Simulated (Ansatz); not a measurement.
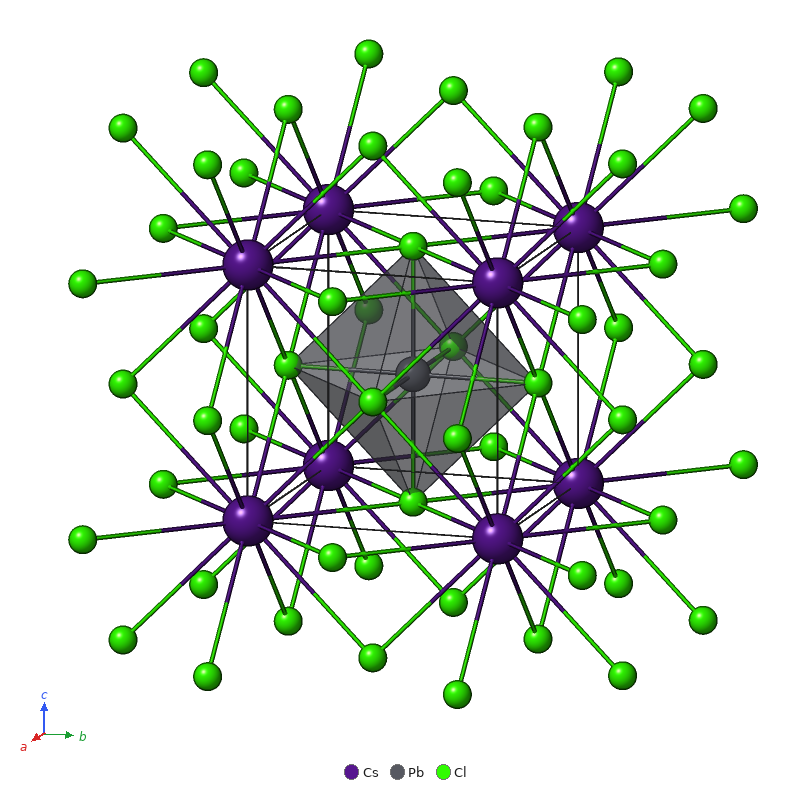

We look at a polyhedral model of the crystal slightly off an axis. The conventional unit cell is outlined; an atom on or near a face, edge or corner is repeated at each equivalent position. Some atoms of the next cells are drawn as well.

CsPbCl₃, cubic perovskite, space group Pm-3m (No. 221), a = 5.677 Å, b = 5.677 Å, c = 5.677 Å, α = 90.00°, β = 90.00°, γ = 90.00°. The model was built from a structure type filled with these elements by a generator (whether the compound takes this form wasn't checked). Earlier steps of the study may have refined or changed the cell and positions. It was run through Ansatz as a DFT input.

This one geometry was computed with Ansatz (DFT, plane waves, PAW) at six levels of theory: dielectric-dependent PBE0 (fraction 1/eps_inf of PBE), PBE with spin-orbit coupling, Hartree-Fock, r2SCAN, HSE06 and PBE. It was relaxed beforehand with r2SCAN.

**Which level gives the highest pressure at this volume, and what does that say about its equilibrium volume?**

Highest: Hartree-Fock (3.0 GPa), which points to the largest equilibrium volume. Lowest, with the smallest volume: dielectric-dependent PBE0 (fraction 1/eps_inf of PBE) (0.3 GPa), r2SCAN (0.0 GPa) and HSE06 (0.4 GPa). Levels within 0.5 GPa of each other can't be told apart.

**How does the band gap change with the level of theory?**

PBE with spin-orbit coupling: a gap of 0.86 eV, direct; PBE: a gap of 2.09 eV, direct; r2SCAN: a gap of 2.46 eV, direct; HSE06: a gap of 2.79 eV, direct; dielectric-dependent PBE0 (fraction 1/eps_inf of PBE): a gap of 3.52 eV, direct; Hartree-Fock: a gap of 8.04 eV, direct.

**Collect the results in a table.**

| level | cutoff (eV) | k-mesh of the run's cell | gap (eV) | pressure (GPa) |
| --- | --- | --- | --- | --- |
| dielectric-dependent PBE0 (fraction 1/eps_inf of PBE) | 420 | 4×4×4 | 3.52 | 0.3 |
| PBE with spin-orbit coupling | 420 | 4×4×4 | 0.86 | 0.7 |
| Hartree-Fock | 420 | 4×4×4 | 8.04 | 3.0 |
| r2SCAN | 500 | 4×4×4 | 2.46 | 0.0 |
| HSE06 | 420 | 4×4×4 | 2.79 | 0.4 |
| PBE | 420 | 4×4×4 | 2.09 | 0.8 |

Gaps are taken on the k-mesh or band path of each run.
